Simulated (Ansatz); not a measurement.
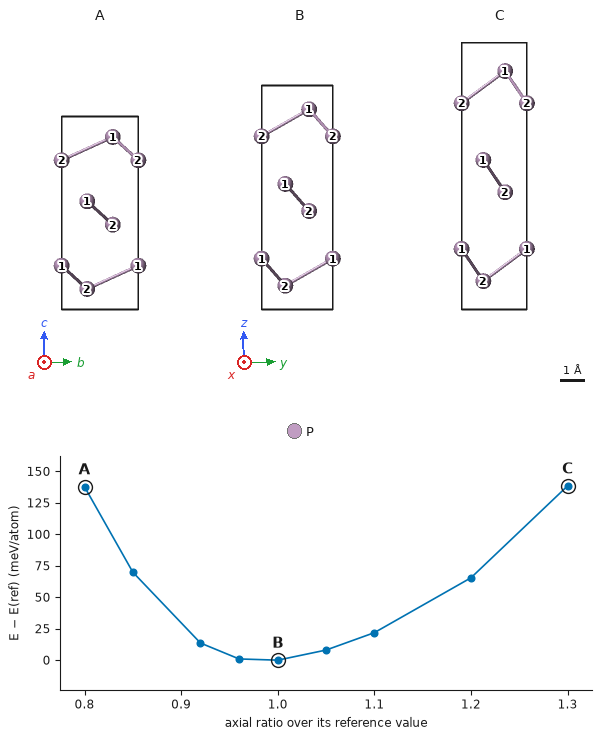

Solid P (R-3m): the ratio of the cell's length along z to its lengths across, counted as 1 for the reference, is changed at fixed volume (a c/a path), with the atoms kept at their fractional coordinates. x, y and z are the Cartesian axes of the input. The lettered frames are marked on the plot. Style: ball-and-stick. Shown: the conventional cell (3 times the calculation's cell), repeated 1 × 1 × 1 with one cell outlined, along the a axis. Lengths and directions refer to the drawn axes.

Method: DFT LDA, scalar-relativistic, plane waves, PAW in Ansatz 0.2.0. Settings: plane-wave cutoff 420 eV; k-point mesh 18 × 18 × 18; occupations gaussian; smearing width 0.15 eV; no spin polarisation. Energies (free energies at the smearing named) are counted from the cell as listed in its source, which wasn't relaxed.

> Read off the main features of the energy profile.

The lowest computed point lies at the relative ratio 1.00 (0.0 meV/atom). The end points stand at 137.8 meV/atom (0.80) and 138.5 meV/atom (1.30). The unrelaxed reference is under a pressure of −3.0 GPa. The distortion keeps the space group R-3m. At the relative ratio 1.30 the cell of the drawing goes a 3.451 → 3.162 Å, b 3.451 → 3.162 Å, c 9.389 → 11.184 Å.
